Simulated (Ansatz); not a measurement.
## Run report: SnS2, geometry relaxation (part 2 of 2)

The same run, continued: SnS2 (slab, 9 atoms in the cell); DFT PBE+D3(BJ), scalar-relativistic, plane waves, PAW, no spin polarisation (Ansatz 0.2.0); cutoff 420 eV, 9×9×1 k-mesh, Gaussian smearing of 0.02 eV. The structure derives from an entry of the Crystallography Open Database.

Geometry of the input (Å; fractional positions):
```
3.6686  0.0000  0.0000
-1.8343  3.1771  0.0000
0.0000  0.0000  55.1520
S  0.6667  0.3333  0.3679
Sn 0.0000  0.0000  0.3947
S  0.3333  0.6667  0.4215
S  0.6667  0.3333  0.4732
Sn 0.0000  0.0000  0.5000
S  0.3333  0.6667  0.5268
S  0.6667  0.3333  0.5785
Sn 0.0000  0.0000  0.6053
S  0.3333  0.6667  0.6321
```

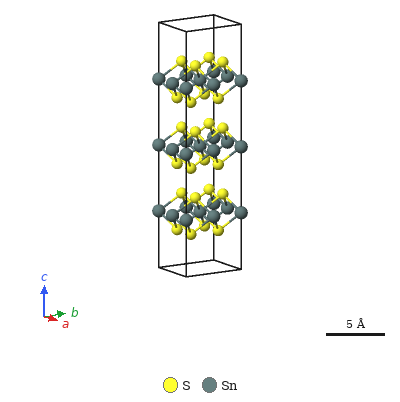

Fig. 1: The geometry at step 2 of the log (ball-and-stick view of the 2 × 2 repeat of the cell, with the vacuum cut short, seen slightly off an axis).

Output, continued
```
SCF iter   1: F=—  HF=-23490.952902 eV  |F-HF|=—  |Δ(HF+E_count)|=         —  Δρ=1.27e-6  dr2=5.89e-9  ethr=4.32e-7  ⟨swp⟩=5.8  Hψ=6334  notcnv=0
eigensolver tolerance schedule: the retry pair's looser diagonalisation over-reported the residual by 57195.42 of it (diagonalisation noise at an unbounded share of the residual, at the tolerance the schedule requests for it); recorded, not acted on — ethr = c·dr2/N_el stays at c = 1.0e-1
preconditioner: auto → Resta (q_TF=auto, 1.920 Å⁻¹)  ε∞=1.7  [insulator: Δε(μ)=1.470 eV  Ē_g=15.510 eV  σ=0.020 eV  W_gap=1.00  n_scr=32 (ndim 8)  ℏωp=12.9 eV  f_vac=0.672  D(μ)=0.00/eV (n_scr^D=0)  ε∞_Penn≈1.7  vacuum switching on, ρ_ref=1.7e-2 e/Å³]
SCF iter   2: F=—  HF=-23490.952979 eV  |F-HF|=—  |Δ(HF+E_count)|=   7.72e-5  Δρ=8.03e-7  dr2=4.12e-9  ethr=7.55e-12  ⟨swp⟩=7.2  Hψ=2838  notcnv=0
SCF iter   3: F=—  HF=-23490.952979 eV  |F-HF|=—  |Δ(HF+E_count)|=  9.90e-10  Δρ=5.20e-7  dr2=1.19e-9  ethr=5.29e-12  ⟨swp⟩=2.2  Hψ=706  notcnv=0
SCF iter   4: F=—  HF=-23490.952979 eV  |F-HF|=—  |Δ(HF+E_count)|=  1.02e-10  Δρ=4.10e-7  dr2=6.77e-10  ethr=1.53e-12  ⟨swp⟩=2.1  Hψ=799  notcnv=0
SCF iter   5: F=—  HF=-23490.952979 eV  |F-HF|=—  |Δ(HF+E_count)|=  1.31e-10  Δρ=1.91e-7  dr2=1.40e-10  ethr=1.00e-12  ⟨swp⟩=2.4  Hψ=1069  notcnv=0
SCF iter   6: F=—  HF=-23490.952979 eV  |F-HF|=—  |Δ(HF+E_count)|=  4.47e-10  Δρ=1.22e-7  dr2=5.95e-11  ethr=1.00e-12  ⟨swp⟩=1.5  Hψ=583  notcnv=0
SCF iter   7: F=—  HF=-23490.952979 eV  |F-HF|=—  |Δ(HF+E_count)|=  1.20e-10  Δρ=8.01e-8  dr2=2.40e-11  ethr=1.00e-12  ⟨swp⟩=1.8  Hψ=812  notcnv=0
SCF iter   8: F=—  HF=-23490.952979 eV  |F-HF|=—  |Δ(HF+E_count)|=  5.09e-11  Δρ=5.04e-8  dr2=9.53e-12  ethr=1.00e-12  ⟨swp⟩=1.4  Hψ=666  notcnv=0
SCF iter   9: F=-23490.952979 eV  HF=-23490.952979 eV  |F-HF|=1.82e-11  |Δ(HF+E_count)|=  3.35e-10  Δρ=1.47e-8  dr2=5.50e-13  ethr=1.00e-12  ⟨swp⟩=8.5  Hψ=3666  notcnv=0
SCF 4 converged in 9 iterations: F = -23490.952979 eV  dr2 = 5.50e-13
relax step   4: F+E_penalty+E_count = -23490.95297901 eV  Δ(F+E_penalty+E_count) = +1.510e-5 eV  max|allowed force component| = 1.495e-3 eV/Å  Δτ_max = 0.0000 Å  P = -0.000 N/m  Ω = 642.573 Å³  fix = [c, alpha, beta]  reactions: c -0.000 N/m  stress off target by 4.01e-4 N/m on what of the cell is left free  SCF on the basis re-selected at this cell (its energy is not comparable with the rows above)  (9 SCF iters)
basis re-selected at this cell: Δ(F+E_penalty+E_count) = +1.510e-5 eV, ΔP = -0.000 N/m vs the last step (what re-selecting the basis moved, of the pressure what is left beyond the Pulay correction that the steps carried, after the strain that the cell walked since its last selection, with what the two solves' SCF thresholds leave and, on support functions, any second-order correction that the steps lacked; it is no measure of the basis error at this ecutwfc). This SCF's stress stands 4.01e-4 N/m from its target on what of the cell is left free (relax.cell.stress_2d_tol is 2.00e-2 N/m) and its largest allowed force component is 1.50e-3 eV/Å (relax.f_tol is 5.00e-3 eV/Å): within both
WARN: The output density's exchange-correlation potential varies sharply where the density is thin. Do not read a vacuum level from v_tot or v_xc, or from such a field of the output density. On a cell that repeats whose density bears no net charge and no dipole along the vacuum's axis use v_es (v_loc + v_h of the components); under efield.dipole_correction with no amplitude use v_es + v_field, which holds any external_charges[].barrier, or the levels of the report's work_function block, which leave it out; under a non-zero efield.amplitude the vacuum is tilted and has no level; on a cell that repeats and bears such a dipole with no correction it is tilted too, and efield.dipole_correction with no amplitude gives each side of its ramp a level where efield: is served; in a cell that repeats whose density bears a net charge (total_charge, or a fill off its count) it is curved and has none; of a slab under crystal.periodic whose density bears no net charge use v_es, which has a level on each side, short of where the two are joined; of another it falls or rises all the way out and has none; of a slab beside external_charges read slab_vacuum_level instead, which it has where they leave it neutral. The grid or the basis barely resolves most such structure, and the values can differ between equally converged runs; as a rule a tighter scf.convergence.dr2_threshold does not remove it. Where the density itself ripples (under the LDA too) a higher basis.ecutwfc lessens it. The files hold the spikes' plane waves up to the density's cutoff. Files: v_tot_of_output_density and the like, and their columns of v_z.tsv (output.write_potential); v_xc_of_output_density and the like, and their columns of v_comp_z.tsv (output.write_potential_components). Measured: with its Gaussian average of σ = 0.25 Å subtracted twice, the exchange-correlation potential is over 0.1 eV at 12 of the grid points where the equally averaged density (valence and model cores) is under 1e-3 e/Å³, and 0.122 eV at the most among them, at an averaged density of 9.2e-10 e/Å³. The input density's (outcome.potential() and, of a run that writes arrays, v_tot and v_xc) is over 0.1 eV, so measured, at 18 points of its own thin density, 0.125 eV at the most. See output.write_potential in the manual, Limitations
SCF converged after 9 iterations
Free energy (F): -23490.952979 eV
Harris-Foulkes:  -23490.952979 eV  (|F-HF|=1.82e-11)
Internal energy: -23490.952979 eV  (E = F + TS)
E sigma→0 (E₀):  -23490.952979 eV
Fermi energy:    -5.933411 eV
--- Per-component energies (eV) ---
  E_band       = -1378.656388
  E_kinetic    = 1201.062277
  E_local      = -390229.768253  (includes V_loc(G=0)·N_el)
  E_nonlocal   = 80.986770
  E_hartree    = 194749.851737
  E_xc         = -1723.901254
  E_vxc        = -805.933061  (∫ρ·V_xc dr)
  E_paw        = -16029.631769  (= ΣΔE_a)
  E_vpaw       = -1124.707571  (= ΣTr[D̂ρ^β])
  E_aug_tail   = 0.000008  (compensation charges beyond the density's cutoff)
  E_ewald      = 188463.096595
  E_disp       = -2.649090  (pairwise vdW)
  E_smearing   = -0.000000  (= −TS)
  E_closure    = -0.000000  (closes the sum)
  Σ components = -23490.952979   (vs F -23490.952979, Δ=0.00e0)
--- Forces (eV/Å), atoms counted from 1 ---
  atom   1  S     -0.00000000     0.00000000    -0.00149515
  atom   2  Sn    -0.00000000    -0.00000000     0.00060836
  atom   3  S      0.00000000    -0.00000000    -0.00022135
  atom   4  S     -0.00000000     0.00000000    -0.00054025
  atom   5  Sn     0.00000000    -0.00000000     0.00000000
  atom   6  S      0.00000000    -0.00000000     0.00054025
  atom   7  S     -0.00000000     0.00000000     0.00022135
  atom   8  Sn     0.00000000     0.00000000    -0.00060836
  atom   9  S      0.00000000    -0.00000000     0.00149515
  max |Σ_I F_I| component: 1.91e-17 eV/Å
--- 2D stress c σ (N/m, compression-positive) ---
       -0.000401       0.000000      -0.000000
        0.000000      -0.000401      -0.000000
       -0.000000      -0.000000      -0.000000
  P = ½ c Tr σ = -0.0004 N/m
--- Band table (eV; the first three rows and the last of 12) ---
  k-point 0: bands = ["-27.5525", "-27.5525", "-27.5463", "-27.5463", "-27.5463", "-27.5463", "-27.5121", "-27.5050", "-27.5050", "-27.4866", "-27.4866", "-27.4802", "-27.4802", "-27.4802", "-27.4802", "-20.2996", "-20.2091", "-20.1451", "-18.6375", "-18.4677", "-18.3338", "-12.1306", "-11.7335", "-11.3112", "-8.2731", "-7.6015", "-7.3328", "-7.3328", "-7.2783", "-7.2783", "-7.2442", "-7.2442", "-6.9620", "-6.9620", "-6.8871", "-6.8871", "-6.8736", "-6.8476", "-6.8476", "-4.6404", "-4.1896", "-3.7439", "-2.9774", "-2.9351", "-2.9210", "-1.4580", "-1.4580", "-1.3397"]
  k-point 1: bands = ["-27.5596", "-27.5532", "-27.5532", "-27.5454", "-27.5391", "-27.5391", "-27.5068", "-27.4998", "-27.4998", "-27.4914", "-27.4863", "-27.4851", "-27.4851", "-27.4799", "-27.4799", "-20.1643", "-20.0744", "-20.0111", "-18.5351", "-18.3700", "-18.2409", "-12.1069", "-11.7623", "-11.4191", "-8.4364", "-8.3310", "-8.1167", "-7.9763", "-7.7041", "-7.6328", "-7.6313", "-7.5868", "-7.4140", "-7.3907", "-7.2080", "-6.8928", "-6.8015", "-6.7588", "-6.7457", "-4.0426", "-3.8687", "-3.6989", "-2.3873", "-2.3325", "-2.2878", "-1.4712", "-1.3809", "-1.1967"]
  k-point 2: bands = ["-27.5804", "-27.5737", "-27.5737", "-27.5305", "-27.5240", "-27.5240", "-27.5054", "-27.4989", "-27.4989", "-27.4888", "-27.4822", "-27.4820", "-27.4820", "-27.4762", "-27.4762", "-19.7721", "-19.6846", "-19.6237", "-18.2675", "-18.1190", "-18.0068", "-12.1956", "-12.0130", "-11.8642", "-9.7963", "-9.5788", "-9.3300", "-8.5313", "-8.4554", "-8.2931", "-8.2112", "-8.1753", "-8.1558", "-7.7880", "-7.2262", "-6.9628", "-6.8384", "-6.7878", "-6.7489", "-4.2756", "-4.0420", "-3.8338", "-2.0264", "-1.8533", "-1.6364", "-0.7568", "-0.6550", "-0.6167"]
  k-point 11: bands = ["-27.5730", "-27.5730", "-27.5662", "-27.5662", "-27.5656", "-27.5656", "-27.4870", "-27.4870", "-27.4812", "-27.4812", "-27.4812", "-27.4812", "-27.4633", "-27.4564", "-27.4564", "-17.9164", "-17.9164", "-17.9027", "-17.9027", "-17.8552", "-17.8552", "-13.7109", "-13.6623", "-13.6385", "-10.5738", "-10.5738", "-10.3555", "-10.3555", "-10.1464", "-10.1464", "-10.0918", "-9.9223", "-9.7805", "-7.8731", "-7.8731", "-7.4381", "-7.4381", "-7.0436", "-7.0436", "-4.5427", "-4.1462", "-3.7550", "-1.1195", "-1.1195", "-0.5970", "-0.5970", "0.0198", "0.0198"]
--- Relaxed structure (3 steps of the walk, 2 accepted, 1 SCFs on fresh bases) ---
  F+E_penalty+E_count = -23490.95297901 eV   max|allowed force component| = 1.495e-3 eV/Å   (the final SCF, on the basis selected at the relaxed cell)
  cell:  # Å, volume = 642.5734 Å³
    - [3.6678820605790703, 2.8861749844840766e-11, -2.214804586320933e-127]
    - [-1.83394103031453, 3.1764790425322573, 1.5813248661921694e-128]
    - [-3.3296096164059244e-126, -1.647847201587746e-126, 55.1520191628]
  atoms:
    - { symbol: S, position: [0.6666666666666666, 0.33333333333333326, 0.367763484759841] }
    - { symbol: Sn, position: [3.993850090284564e-34, -2.7839681409469582e-34, 0.3946379730875412] }
    - { symbol: S, position: [0.33333333333333337, 0.6666666666666666, 0.4214696325200188] }
    - { symbol: S, position: [0.6666666666666666, 0.33333333333333326, 0.47318556562766745] }
    - { symbol: Sn, position: [-8.643193391718022e-35, 4.490271195095743e-35, 0.5] }
    - { symbol: S, position: [0.33333333333333337, 0.6666666666666666, 0.5268144343723326] }
    - { symbol: S, position: [0.6666666666666666, 0.33333333333333326, 0.5785303674799812] }
    - { symbol: Sn, position: [-2.6809355482548396e-34, 2.0655247497322757e-34, 0.6053620269124589] }
    - { symbol: S, position: [0.33333333333333337, 0.6666666666666666, 0.6322365152401591] }
```

Trajectory as extended XYZ (Å, eV, eV/Å), 4 frames, from step=1 to step=4
```
9
Lattice="3.6686 0.0000 0.0000 -1.8343 3.1771 0.0000 0.0000 0.0000 55.1520" Properties=species:S:1:pos:R:3:forces:R:3 step=1 energy=-23490.95280
S     1.8343    1.0590   20.2880    0.0000   0.0000  -0.0381
Sn    0.0000    0.0000   21.7664    0.0000   0.0000   0.0230
S     0.0000    2.1181   23.2448    0.0000   0.0000   0.0143
S     1.8343    1.0590   26.0976    0.0000   0.0000  -0.0033
Sn    0.0000    0.0000   27.5760    0.0000   0.0000   0.0000
S     0.0000    2.1181   29.0544    0.0000   0.0000   0.0033
S     1.8343    1.0590   31.9073    0.0000   0.0000  -0.0143
Sn    0.0000    0.0000   33.3856    0.0000   0.0000  -0.0230
S     0.0000    2.1181   34.8640    0.0000   0.0000   0.0381
9
Lattice="3.6656 0.0000 0.0000 -1.8328 3.1745 0.0000 0.0000 0.0000 55.1520" Properties=species:S:1:pos:R:3:forces:R:3 step=2 energy=-23490.95261 accepted=F
S     1.8328    1.0582   20.2774    0.0000   0.0000   0.0523
Sn    0.0000    0.0000   21.7655    0.0000   0.0000  -0.0241
S     0.0000    2.1163   23.2488    0.0000   0.0000  -0.0319
S     1.8328    1.0582   26.0951    0.0000   0.0000   0.0147
Sn    0.0000    0.0000   27.5760    0.0000   0.0000   0.0000
S     0.0000    2.1163   29.0569    0.0000   0.0000  -0.0147
S     1.8328    1.0582   31.9032    0.0000   0.0000   0.0319
Sn    0.0000    0.0000   33.3865    0.0000   0.0000   0.0241
S     0.0000    2.1163   34.8746    0.0000   0.0000  -0.0523
9
Lattice="3.6679 0.0000 0.0000 -1.8339 3.1765 0.0000 0.0000 0.0000 55.1520" Properties=species:S:1:pos:R:3:forces:R:3 step=3 energy=-23490.95299
S     1.8339    1.0588   20.2829    0.0000   0.0000  -0.0015
Sn    0.0000    0.0000   21.7651    0.0000   0.0000   0.0006
S     0.0000    2.1177   23.2449    0.0000   0.0000  -0.0002
S     1.8339    1.0588   26.0971    0.0000   0.0000  -0.0005
Sn    0.0000    0.0000   27.5760    0.0000   0.0000   0.0000
S     0.0000    2.1177   29.0549    0.0000   0.0000   0.0005
S     1.8339    1.0588   31.9071    0.0000   0.0000   0.0002
Sn    0.0000    0.0000   33.3869    0.0000   0.0000  -0.0006
S     0.0000    2.1177   34.8691    0.0000   0.0000   0.0015
9
Lattice="3.6679 0.0000 0.0000 -1.8339 3.1765 0.0000 0.0000 0.0000 55.1520" Properties=species:S:1:pos:R:3:forces:R:3 step=4 energy=-23490.95298
S     1.8339    1.0588   20.2829    0.0000   0.0000  -0.0015
Sn    0.0000    0.0000   21.7651    0.0000   0.0000   0.0006
S     0.0000    2.1177   23.2449    0.0000   0.0000  -0.0002
S     1.8339    1.0588   26.0971    0.0000   0.0000  -0.0005
Sn    0.0000    0.0000   27.5760    0.0000   0.0000   0.0000
S     0.0000    2.1177   29.0549    0.0000   0.0000   0.0005
S     1.8339    1.0588   31.9071    0.0000   0.0000   0.0002
Sn    0.0000    0.0000   33.3869    0.0000   0.0000  -0.0006
S     0.0000    2.1177   34.8691    0.0000   0.0000   0.0015
```

Summary

| quantity | value |
| --- | --- |
| outcome | converged |
| electrons treated | 78 |
| free energy | −23490.9530 eV |
| work function, top face | 5.93 eV |
| work function, bottom face | 5.93 eV |
| Fermi energy | −5.933 eV |
| gap on the k-point mesh | 1.47 eV |
| final volume | 642.57 Å³ |
| work function (upper face) | 5.93 eV |
| largest force (length of the vector) at the end | 0.001 eV/Å |
| hardware | 4 threads of Arm Neoverse V1, 24 GiB of memory available, shared host |
| wall time | 38 s (CPU time 2.4 min) |
| peak memory | 1.3 GiB |

Notes

Warnings of the run: the exchange-correlation potential is rough where the density is thin.
